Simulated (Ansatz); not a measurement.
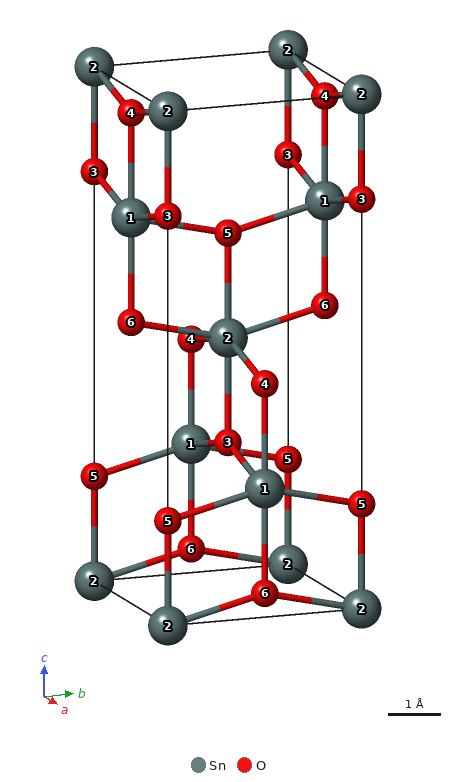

Figure 1. The structure as given in the input (ball-and-stick view of the cell 2 times as large as that of the calculation, set on its symmetry axes, seen slightly off an axis; atoms are numbered from 1 in the order of the input). An atom can appear more than once, as a periodic image. Near neighbours in the periodic cell (some may lie outside the picture): Sn has 6 O at 2.05 to 2.08 Å; O has 3 Sn at 2.05 to 2.08 Å.

SnO₂: band-structure calculation

- system: SnO₂ (I4₁/amd, 6 atoms in the cell)
- method: DFT, PBE with spin-orbit coupling, plane waves, PAW (Ansatz 0.2.0)

The structure derives from a Materials Project entry. The geometry comes from this level: r2SCAN. Figures and captions count atoms from 1; the log counts them from 0 in places.

Log
```
scf.n_extra_bands = 10 over 52 filled bands (N_el = 52.0): the run solves 62 bands
Engine: ansatz 0.2.0, aarch64-unknown-linux-gnu
Pseudopotentials: kind: paw_fr
Pseudopotential: Sn, paw_fr, valence charge 14, recommended cutoff 420 eV (normal), Sn.paw.azcp#standard-fr
Pseudopotential: O, paw_fr, valence charge 6, recommended cutoff 420 eV (normal), O.paw.azcp#standard-fr
Functional definition: PBE
  parameter kappa = 0.804
  parameter beta = 0.06672455060314922
  exchange = pbe_x(kappa = kappa, mu = beta*pi^2/3)
  correlation = pbe_c(beta = beta)
non-collinear run that drives no moment, with spin-orbit: no starting moment large enough to seed its density (crystal.atoms[].spin), no starting occupations that ask for one, no magnetisation constraint and no magnetic field, so the semilocal B_xc is pinned to zero
Crystal: 6 atoms, lattice volume = 81.591 Å³
Basis set: ecut = 420 eV, 1605 PW (Γ), exchange–correlation on 80×80×80 points (8 copies of the dense FFT grid, shifted against one another)
Bands: 62, of which v1, the nominal top of the filled ones, is band 52 counted from 1 (51 counted from 0)
Symmetry: 16 space group operations + 16 with time reversal
Magnetic group: BNS 141.552 (UNI 1212), of the structure as read, at distance tolerance 4.3e-5 Å
k-points: 102 of 1000
Projection manifold: j_resolved (fully-relativistic pseudo-atomic orbitals)
Non-local potential: Sn, projectors of the file, l = 0: 2, l = 1: 4, l = 2: 4, l = 3: 4
Non-local potential: O, projectors of the file, l = 0: 2, l = 1: 4, l = 2: 2
PAW form: soft (Blöchl's): semilocal exchange-correlation on the pseudo side does not see the compensation charge
PAW one-centre angular grid: Sn, 590 points (default); XC on 64 Gauss nodes
PAW one-centre angular grid: O, 110 points (default); XC on 64 Gauss nodes
Initial density: superposition of atomic densities (chi_scale 0.1, normalization cell, long waves kept (reshape's long-wave potential 0.01 eV rms))
Initial wavefunctions: pseudopotential atomic-orbital guess
Functional: x = pbe(κ = 0.804, μ = 0.2195149727645171), c = pbe(β = 0.06672455060314922)
SCF iter   1: F=—  HF=-14322.976054 eV  |F-HF|=—  |Δ(HF+E_count)|=         —  Δρ=8.41e-2  dr2=4.45e0  dr2_m=0.00e0 (ungated)  ethr=3.10e-3  |M|=0.00e0 ∫|m|=0.00e0 μB  |m|>n=0.0e0 m-floor=0.0e0 τ_xc=0.0e0  β_m=0.30  ⟨swp⟩=4.2  Hψ=14208  notcnv=0  defer=608
preconditioner: auto → Resta (q_TF=auto, 2.531 Å⁻¹)  ε∞=3.3  [insulator: Δε(μ)=2.241 eV  Ē_g=19.360 eV  n_scr=24 (ndim 8)  ℏωp=29.6 eV  f_vac=0.053  ε∞_Penn≈3.3]
spin=Noncollinear: Resta preconditioning applied to the charge; magnetization (m_x, m_y, m_z) channels mix plain (no charge-response kernel on spin).
SCF iter   2: F=—  HF=-14322.159226 eV  |F-HF|=—  |Δ(HF+E_count)|=   8.17e-1  Δρ=5.22e-2  dr2=1.51e0  dr2_m=0.00e0 (ungated)  ethr=3.10e-3  |M|=0.00e0 ∫|m|=0.00e0 μB  |m|>n=0.0e0 m-floor=0.0e0 τ_xc=0.0e0  β_m=0.49  ⟨swp⟩=2.2  Hψ=4703  notcnv=0  defer=608
SCF iter   3: F=—  HF=-14321.828858 eV  |F-HF|=—  |Δ(HF+E_count)|=   3.30e-1  Δρ=1.59e-2  dr2=1.42e-1  dr2_m=0.00e0 (ungated)  ethr=2.90e-3  |M|=0.00e0 ∫|m|=0.00e0 μB  |m|>n=0.0e0 m-floor=0.0e0 τ_xc=0.0e0  β_m=0.61  ⟨swp⟩=3.0  Hψ=5753  notcnv=0  defer=612
SCF iter   4: F=—  HF=-14321.816110 eV  |F-HF|=—  |Δ(HF+E_count)|=   1.27e-2  Δρ=2.68e-3  dr2=6.77e-3  dr2_m=0.00e0 (ungated)  ethr=2.73e-4  |M|=0.00e0 ∫|m|=0.00e0 μB  |m|>n=0.0e0 m-floor=0.0e0 τ_xc=0.0e0  β_m=0.73  ⟨swp⟩=3.0  Hψ=4464  notcnv=0  defer=612
SCF iter   5: F=—  HF=-14321.821762 eV  |F-HF|=—  |Δ(HF+E_count)|=   5.65e-3  Δρ=1.04e-3  dr2=1.02e-3  dr2_m=0.00e0 (ungated)  ethr=1.30e-5  |M|=0.00e0 ∫|m|=0.00e0 μB  |m|>n=0.0e0 m-floor=0.0e0 τ_xc=0.0e0  β_m=0.86  ⟨swp⟩=2.0  Hψ=4101  notcnv=0  defer=612
SCF iter   6: F=—  HF=-14321.823174 eV  |F-HF|=—  |Δ(HF+E_count)|=   1.41e-3  Δρ=1.65e-4  dr2=2.01e-5  dr2_m=0.00e0 (ungated)  ethr=1.96e-6  |M|=0.00e0 ∫|m|=0.00e0 μB  |m|>n=0.0e0 m-floor=0.0e0 τ_xc=0.0e0  β_m=0.93  ⟨swp⟩=2.1  Hψ=4686  notcnv=0  defer=612
SCF iter   7: F=—  HF=-14321.823210 eV  |F-HF|=—  |Δ(HF+E_count)|=   3.59e-5  Δρ=2.69e-5  dr2=5.06e-7  dr2_m=0.00e0 (ungated)  ethr=3.86e-8  |M|=0.00e0 ∫|m|=0.00e0 μB  |m|>n=0.0e0 m-floor=0.0e0 τ_xc=0.0e0  β_m=0.97  ⟨swp⟩=2.2  Hψ=5163  notcnv=0  defer=612
SCF iter   8: F=-14321.823212 eV  HF=-14321.823212 eV  |F-HF|=2.93e-8  |Δ(HF+E_count)|=   1.57e-6  Δρ=3.85e-6  dr2=1.16e-8  dr2_m=0.00e0 (ungated)  ethr=1.92e-10  |M|=0.00e0 ∫|m|=0.00e0 μB  |m|>n=0.0e0 m-floor=0.0e0 τ_xc=0.0e0  ⟨swp⟩=20.6  Hψ=29760  notcnv=0
SCF 1 converged in 8 iterations: F = -14321.823212 eV  dr2 = 1.16e-8
  greatest PAW one-centre occupation: 0.996 electrons in one spin orbital (limit 2), on the Sn atom at site 1 (counted from 0), in its partial waves of l = 2
NSCF: frozen V_eff on 10 k-points
SCF converged after 8 iterations
Magnetization: |M| = 0.0000 μB,  M = (+0.0000, +0.0000, +0.0000) μB
Absolute magnetization: 0.0000 μB (∫|m|)
  site 0: m = (+0.0000, +0.0000, +0.0000) μB, |m| = 0.0000 μB  (R = 0.85 Å)
  site 1: m = (+0.0000, +0.0000, +0.0000) μB, |m| = 0.0000 μB  (R = 0.85 Å)
  site 2: m = (+0.0000, +0.0000, +0.0000) μB, |m| = 0.0000 μB  (R = 0.85 Å)
  site 3: m = (+0.0000, +0.0000, +0.0000) μB, |m| = 0.0000 μB  (R = 0.85 Å)
  site 4: m = (+0.0000, +0.0000, +0.0000) μB, |m| = 0.0000 μB  (R = 0.85 Å)
  site 5: m = (+0.0000, +0.0000, +0.0000) μB, |m| = 0.0000 μB  (R = 0.85 Å)
Free energy (F): -14321.823212 eV
Harris-Foulkes:  -14321.823212 eV  (|F-HF|=2.93e-8)
Internal energy: -14321.823212 eV  (E = F + TS)
E sigma→0 (E₀):  -14321.823212 eV
Fermi energy:    7.068142 eV
--- Per-component energies (eV) ---
  E_band       = -217.140027
  E_kinetic    = 1082.975685
  E_local      = -3555.935028  (includes V_loc(G=0)·N_el)
  E_nonlocal   = 134.930408
  E_hartree    = 1787.556823
  E_xc         = -1054.680300
  E_vxc        = -563.026678  (∫ρ·V_xc dr)
  E_paw        = -8934.145057  (= ΣΔE_a)
  E_vpaw       = -891.208012  (= ΣTr[D̂ρ^β])
  E_aug_tail   = 0.009865  (compensation charges beyond the density's cutoff)
  E_ewald      = -3782.535609
  E_smearing   = -0.000000  (= −TS)
  E_closure    = -0.000000  (closes the sum)
  Σ components = -14321.823212   (vs F -14321.823212, Δ=0.00e0)
--- Forces (eV/Å), atoms counted from 1 ---
  atom   1  Sn     0.00000000     0.00000000    -0.00000000
  atom   2  Sn    -0.00000000     0.00000000     0.00000000
  atom   3  O     -0.00000000     0.00000000    -0.08988788
  atom   4  O      0.00000000     0.00000000     0.08988788
  atom   5  O     -0.00000000     0.00000000     0.08988788
  atom   6  O      0.00000000    -0.00000000    -0.08988788
  max |Σ_I F_I| component: 2.78e-17 eV/Å
--- Stress (GPa, compression-positive) ---
        6.626227      -0.000000       0.000000
       -0.000000       6.626227      -0.000000
        0.000000      -0.000000       6.933049
  P = ⅓ Tr σ = 6.7285 GPa (67.285 kbar)
--- Band table (eV; the first three rows and the last of 102) ---
  k-point 0: bands = ["-13.5450", "-13.5450", "-13.5260", "-13.5260", "-13.4232", "-13.4232", "-13.1528", "-13.1528", "-12.4231", "-12.4231", "-12.3774", "-12.3774", "-12.3424", "-12.3424", "-12.1837", "-12.1837", "-12.0228", "-12.0228", "-11.9437", "-11.9437", "-11.3351", "-11.3351", "-8.6451", "-8.6451", "-7.9446", "-7.9446", "-7.7226", "-7.7226", "2.1502", "2.1502", "2.2426", "2.2426", "2.4011", "2.4011", "2.9829", "2.9829", "3.5720", "3.5720", "3.7170", "3.7170", "5.3868", "5.3868", "6.0259", "6.0259", "6.3978", "6.3978", "6.4185", "6.4185", "6.6719", "6.6719", "6.6795", "6.6795", "8.7799", "8.7799", "12.6961", "12.6961", "16.5395", "16.5395", "16.9363", "16.9363", "17.0711", "17.0711"]
  k-point 1: bands = ["-13.5473", "-13.5473", "-13.4758", "-13.4758", "-13.3891", "-13.3891", "-13.1581", "-13.1581", "-12.4615", "-12.4615", "-12.3596", "-12.3596", "-12.3154", "-12.3154", "-12.1905", "-12.1905", "-12.0243", "-12.0243", "-11.9551", "-11.9551", "-11.2070", "-11.2070", "-8.7322", "-8.7322", "-7.9721", "-7.9721", "-7.8857", "-7.8857", "1.1089", "1.1089", "2.5473", "2.5473", "2.6982", "2.6982", "3.1555", "3.1555", "3.4132", "3.4132", "4.2402", "4.2402", "5.6111", "5.6111", "5.9121", "5.9121", "6.0383", "6.0383", "6.4353", "6.4353", "6.5293", "6.5293", "6.7306", "6.7306", "9.4375", "9.4375", "12.7710", "12.7710", "16.7218", "16.7218", "16.8823", "16.8823", "17.1211", "17.1211"]
  k-point 2: bands = ["-13.5176", "-13.5176", "-13.3794", "-13.3794", "-13.2941", "-13.2941", "-13.1771", "-13.1771", "-12.5033", "-12.5033", "-12.3454", "-12.3454", "-12.2471", "-12.2471", "-12.2078", "-12.2078", "-12.0276", "-12.0276", "-11.9713", "-11.9713", "-10.8664", "-10.8664", "-8.9651", "-8.9651", "-8.3043", "-8.3043", "-8.0725", "-8.0725", "0.1674", "0.1674", "2.1671", "2.1671", "2.4827", "2.4827", "3.2776", "3.2776", "4.4731", "4.4731", "5.1989", "5.1989", "5.3146", "5.3146", "5.6079", "5.6079", "6.1139", "6.1139", "6.1469", "6.1469", "6.5050", "6.5050", "6.8573", "6.8573", "10.7284", "10.7284", "13.0362", "13.0362", "16.6119", "16.6119", "16.9208", "16.9208", "16.9960", "16.9960"]
  k-point 101: bands = ["-13.6704", "-13.6704", "-13.6704", "-13.6704", "-13.1662", "-13.1662", "-13.1662", "-13.1662", "-12.3848", "-12.3848", "-12.3848", "-12.3848", "-12.2477", "-12.2477", "-12.2477", "-12.2477", "-11.9623", "-11.9623", "-11.9623", "-11.9623", "-10.4626", "-10.4626", "-10.4626", "-10.4626", "-7.4082", "-7.4082", "-7.4082", "-7.4082", "1.9349", "1.9349", "1.9349", "1.9349", "3.5340", "3.5340", "3.5340", "3.5340", "4.2439", "4.2439", "4.2439", "4.2439", "4.3678", "4.3678", "4.3678", "4.3678", "6.0571", "6.0571", "6.0571", "6.0571", "6.7777", "6.7777", "6.7777", "6.7777", "11.3940", "11.3940", "11.3940", "11.3940", "14.8464", "14.8464", "14.8464", "14.8464", "19.0049", "19.0049"]
```

File rho_z.tsv
```
# z_ang	rho[e/angstrom^3]	m_x[e/angstrom^3]	m_y[e/angstrom^3]	m_z[e/angstrom^3]	m_norm[e/angstrom^3]
# format = ansatz-planar-average/11
# lattice	-1.999637859	1.999637859	5.101254111
# lattice	1.999637859	-1.999637859	5.101254111
# lattice	1.999637859	1.999637859	-5.101254111
# sites	6
# site	50	-0.000000000	1.999637859	2.550627055
# site	50	0.000000000	0.000000000	0.000000000
# site	8	0.000000000	0.000000000	8.124663758
# site	8	-0.000000000	1.999637859	4.628471519
# site	8	0.000000000	0.000000000	2.077844464
# site	8	0.000000000	1.999637858	0.472782591
0.000000	9.452665e-1	0.000000e0	0.000000e0	0.000000e0	0.000000e0
0.145816	9.289957e-1	0.000000e0	0.000000e0	0.000000e0	0.000000e0
0.291633	8.820800e-1	0.000000e0	0.000000e0	0.000000e0	0.000000e0
0.437449	8.099990e-1	0.000000e0	0.000000e0	0.000000e0	0.000000e0
0.583266	7.211887e-1	0.000000e0	0.000000e0	0.000000e0	0.000000e0
0.729082	6.259681e-1	0.000000e0	0.000000e0	0.000000e0	0.000000e0
0.874899	5.349880e-1	0.000000e0	0.000000e0	0.000000e0	0.000000e0
1.020715	4.574164e-1	0.000000e0	0.000000e0	0.000000e0	0.000000e0
1.166532	3.995005e-1	0.000000e0	0.000000e0	0.000000e0	0.000000e0
1.312348	3.642658e-1	0.000000e0	0.000000e0	0.000000e0	0.000000e0
1.458164	3.525090e-1	0.000000e0	0.000000e0	0.000000e0	0.000000e0
1.603981	3.642658e-1	0.000000e0	0.000000e0	0.000000e0	0.000000e0
1.749797	3.995005e-1	0.000000e0	0.000000e0	0.000000e0	0.000000e0
1.895614	4.574164e-1	0.000000e0	0.000000e0	0.000000e0	0.000000e0
2.041430	5.349880e-1	0.000000e0	0.000000e0	0.000000e0	0.000000e0
2.187247	6.259681e-1	0.000000e0	0.000000e0	0.000000e0	0.000000e0
2.333063	7.211887e-1	0.000000e0	0.000000e0	0.000000e0	0.000000e0
2.478880	8.099990e-1	0.000000e0	0.000000e0	0.000000e0	0.000000e0
2.624696	8.820800e-1	0.000000e0	0.000000e0	0.000000e0	0.000000e0
2.770512	9.289957e-1	0.000000e0	0.000000e0	0.000000e0	0.000000e0
2.916329	9.452665e-1	0.000000e0	0.000000e0	0.000000e0	0.000000e0
3.062145	9.289957e-1	0.000000e0	0.000000e0	0.000000e0	0.000000e0
3.207962	8.820800e-1	0.000000e0	0.000000e0	0.000000e0	0.000000e0
3.353778	8.099990e-1	0.000000e0	0.000000e0	0.000000e0	0.000000e0
3.499595	7.211887e-1	0.000000e0	0.000000e0	0.000000e0	0.000000e0
3.645411	6.259681e-1	0.000000e0	0.000000e0	0.000000e0	0.000000e0
3.791228	5.349880e-1	0.000000e0	0.000000e0	0.000000e0	0.000000e0
3.937044	4.574164e-1	0.000000e0	0.000000e0	0.000000e0	0.000000e0
4.082860	3.995005e-1	0.000000e0	0.000000e0	0.000000e0	0.000000e0
4.228677	3.642658e-1	0.000000e0	0.000000e0	0.000000e0	0.000000e0
4.374493	3.525090e-1	0.000000e0	0.000000e0	0.000000e0	0.000000e0
4.520310	3.642658e-1	0.000000e0	0.000000e0	0.000000e0	0.000000e0
4.666126	3.995005e-1	0.000000e0	0.000000e0	0.000000e0	0.000000e0
4.811943	4.574164e-1	0.000000e0	0.000000e0	0.000000e0	0.000000e0
4.957759	5.349880e-1	0.000000e0	0.000000e0	0.000000e0	0.000000e0
5.103576	6.259681e-1	0.000000e0	0.000000e0	0.000000e0	0.000000e0
5.249392	7.211887e-1	0.000000e0	0.000000e0	0.000000e0	0.000000e0
5.395208	8.099990e-1	0.000000e0	0.000000e0	0.000000e0	0.000000e0
5.541025	8.820800e-1	0.000000e0	0.000000e0	0.000000e0	0.000000e0
5.686841	9.289957e-1	0.000000e0	0.000000e0	0.000000e0	0.000000e0
```

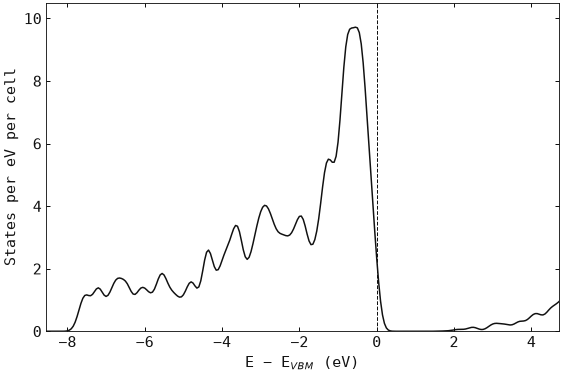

Figure 2. Density of states (the curve is built from the levels of the k mesh with Gaussians 0.3 eV wide, which also blur the band edges), with energies from the valence-band top. There is a gap of 1.71 eV on the k-point mesh. Small ripples come from the finite k-point mesh.

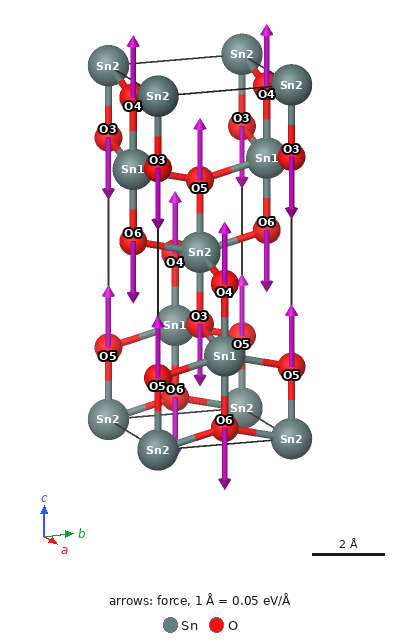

Figure 3. Forces on the atoms as pink arrows (ball-and-stick view of the cell 2 times as large as that of the calculation, set on its symmetry axes, seen slightly off an axis; atoms are numbered from 1 in the order of the input). The largest act on all 4 O atoms (0.09 eV/Å). The geometry is not a stationary point of this energy.

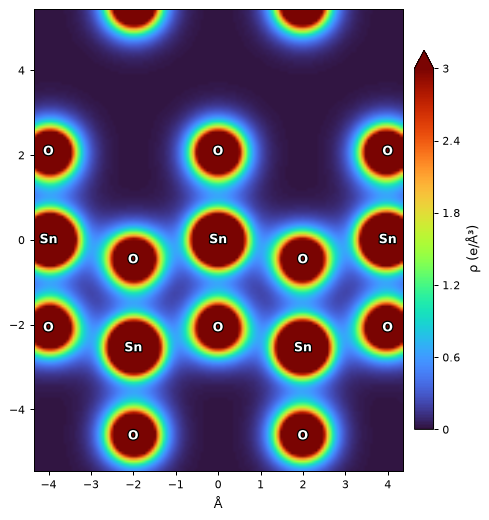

Figure 4. Valence charge density (pseudo) on the (100) plane of the conventional cell. Sn–O (2.08 Å): the density is about 0.65 e/Å³ at the midpoint. Away from the nuclei the density in this plane falls to 0.01 e/Å³ at its lowest. Core electrons are frozen (PAW), so the fields are smoothed inside the atomic spheres.

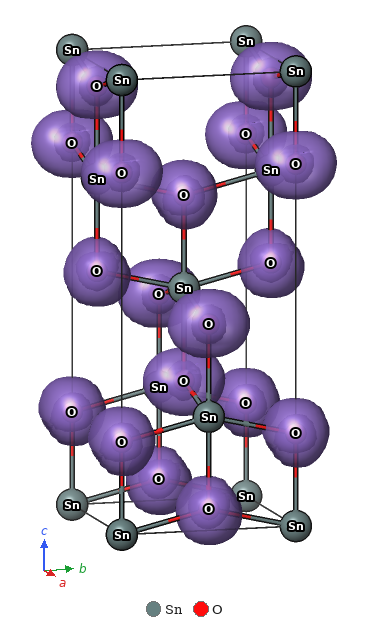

Figure 5. Isosurface of the ELF at 0.75 (purple), seen slightly off an axis. Core shells and regions of very low density are left out. Sticks mark near contacts. The outline is the cell set on symmetry axes. Values along the shortest contacts: Sn–O (2.05 Å): the ELF is about 0.25 at the midpoint.

This output came from the following input.

The input
```yaml
crystal:
  lattice:
    - [-1.9996378585, 1.9996378585, 5.1012541109]
    - [1.9996378585, -1.9996378585, 5.1012541109]
    - [1.9996378585, 1.9996378585, -5.1012541109]
  atoms:
    - { symbol: Sn, position: [0.75, 0.25, 0.5] }
    - { symbol: Sn, position: [0.0, 0.0, 0.0] }
    - { symbol: O, position: [0.7963398393, 0.7963398393, 0.0] }
    - { symbol: O, position: [0.9536601607, 0.4536601607, 0.5] }
    - { symbol: O, position: [0.2036601607, 0.2036601607, 0.0] }
    - { symbol: O, position: [0.5463398393, 0.0463398393, 0.5] }
kpoints:
  mp_grid: { grid: [10, 10, 10] }
  band_path:
    path:
      - [0.0, 0.0, 0.0]
      - [0.0, 0.0, 0.5]
      - [0.25, 0.25, 0.25]
      - [0.0, 0.5, 0.0]
      - [0.5, 0.5, -0.5]
      - [0.2884139347, 0.7115860653, -0.2884139347]
      - [-0.2884139347, 0.2884139347, 0.2884139347]
      - [-0.0768278695, 0.0768278695, 0.5]
      - [0.5, 0.5, -0.0768278695]
      - [0.1875, 0.1875, 0.270833]
    npoints: 1
hamiltonian:
  xc: pbe
scf:
  occupations: { method: fixed }
  n_extra_bands: 10
magnetization:
  noncollinear: true
  spin_orbit: true
output:
  forces: true
  stress: true
  eigenvalues: true
  write_density: true
  write_potential: true
  elf: true
  volumetric_format: npy
```

Launched with:
```bash
ansatz run input.yaml --threads 4 --pin off --max-ram 6451MiB --backend cpu --events-out ev --progress --plain --runs-dir out
```

Results in brief

```csv
quantity,value
outcome,converged
space group (tolerance 0.01 Å),I4₁/amd (141)
electrons treated,52
free energy,−14321.8232 eV
Fermi energy,7.068 eV
gap on the k-point mesh,1.71 eV
net moment of the cell,0.00 μB
integrated absolute moment,0.00 μB
pressure,6.73 GPa
largest force (length of the vector),0.090 eV/Å
hardware,"4 threads of Arm Neoverse V2, 24 GiB of memory available, shared host"
wall time,40 s (CPU time 2.7 min)
peak memory,1.1 GiB
```

The cell is under a pressure of 6.7 GPa at this level, so it is not at its equilibrium volume.
